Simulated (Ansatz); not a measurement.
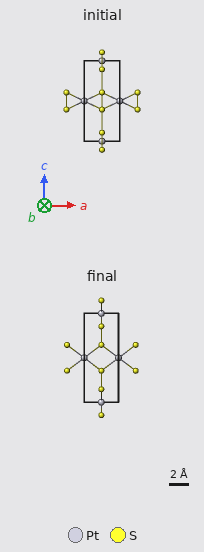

The structure of crystalline PtS2 (a generated structure, set up in P4_2/mmc) (coarse preliminary run) before (top) and after (bottom) a relaxation, at one scale.

The picture is a ball-and-stick view of the cell of the calculation, seen along the b axis.

Method: Ansatz, DFT PBE, scalar-relativistic, plane waves, PAW.

Input file:
```yaml
crystal:
  lattice:
    - [3.88155119, 0.0, 0.0]
    - [0.0, 3.88155119, 0.0]
    - [0.0, 0.0, 8.76455265]
  atoms:
    - { symbol: Pt, position: [0.5, 0.0, 0.0] }
    - { symbol: Pt, position: [0.0, 0.5, 0.5] }
    - { symbol: S, position: [0.5, 0.5, 0.89384807] }
    - { symbol: S, position: [0.5, 0.5, 0.60615193] }
    - { symbol: S, position: [0.5, 0.5, 0.10615193] }
    - { symbol: S, position: [0.5, 0.5, 0.39384807] }
basis:
  ecutwfc: 420
kpoints:
  mp_grid: { grid: [4, 4, 2] }
hamiltonian:
  xc: pbe
scf:
  occupations: { method: gaussian, width: 0.1 }
  lower_state_search: "off"
output:
  forces: true
  stress: true
  eigenvalues: true
relax:
  adjacent_minimum: "off"
  f_tol: 0.04
  max_steps: 70
  cell: { stress_tol: 0.4 }
```

Command:
```bash
ansatz run input.yaml --threads 1 --pin off --max-ram 2560MiB --backend cpu --events-out ev --progress --plain --runs-dir out
```

Q: What changed between the two?

A: The energy falls by 5.994 eV per cell of the calculation in 11 accepted moves (12 points after the start). Largest force component: 9 eV/Å at the start, 0.029 eV/Å at the end. The pressure goes from 33.24 to 0.05 GPa. The SCF was repeated once at an unchanged geometry on a basis and grid sized afresh for the cell, which shifted the energy by 3.1 meV per cell of the calculation at most. The largest moves relative to the cell, 0.38 Å, are those of S3, S4, S5 and S6. S6 goes along −c. Pt stays in place. The volume changes by +2.8 %, with a = b 3.882 → 3.744 Å (−3.5 %), c 8.765 → 9.681 Å (+10.5 %). Among the contacts that change: S3–S5 1.861 → 2.820 Å, S3–S4 2.522 → 2.020 Å, Pt1–S3 2.152 → 2.344 Å. Bonds break: S3–S5 (1.86 → 2.82 Å), S4–S6 (1.86 → 2.82 Å). Bond angles that change, for instance: Pt2–S6–Pt2 128.8° → 106.0°, S4–Pt2–S4 128.8° → 106.0°, Pt2–S6–S5 115.6° → 127.0°. The space group stays P4_2/mmc (No. 131). Cost: 45 s on 1 thread of Arm Neoverse V2 (shared host), peak memory 0.38 GiB.

Limits of the set-up: the k-point mesh is coarse for a cell with partly filled bands; layers or molecules are held without a dispersion correction, so their spacing is unreliable.
